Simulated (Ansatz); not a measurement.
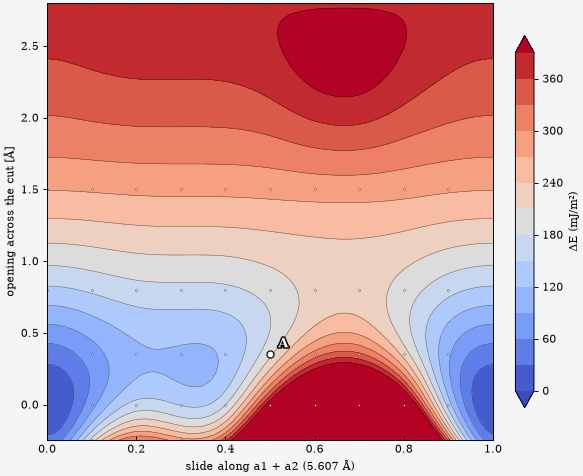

SnO2 (R-3m, No. 166; 9 atoms in the cell). 
- Rigid slide and opening across a plane, one cut a cell; the plane is (0 0 1) of the conventional cell, and the faces at the cut hold O and O.
- The first coordinate is: slide along a1 + a2 (5.607 Å); the second: opening across the cut.
- Nothing is relaxed (rigid halves).
- The grid has 10 × 6 points.
- Points are written as (first, second).
- All energies are given in mJ/m² relative to the lowest grid point.
- Method: Ansatz 0.2.0, DFT PBE+D3(BJ), scalar-relativistic, plane waves, PAW. Settings: cutoff 520 eV, k-mesh 9×9×2 in the order of the run's cell vectors, gaussian smearing 0.05 eV, no spin polarisation.

In the figure: filled contours, dots at the grid points, one colour for all values above the top of the scale, the point A. Between grid points the surface is interpolated.

Is A at rest? If not, where is it pushed?

A, at (0.5, 0.35 Å), is not a stationary point. The computed force is 1100 mJ/m² for each unit of the axis towards smaller values of slide along a1 + a2 (5.607 Å) and 230 mJ/m² for each Å towards larger values of opening across the cut.

PAW datasets: the set soft_1.
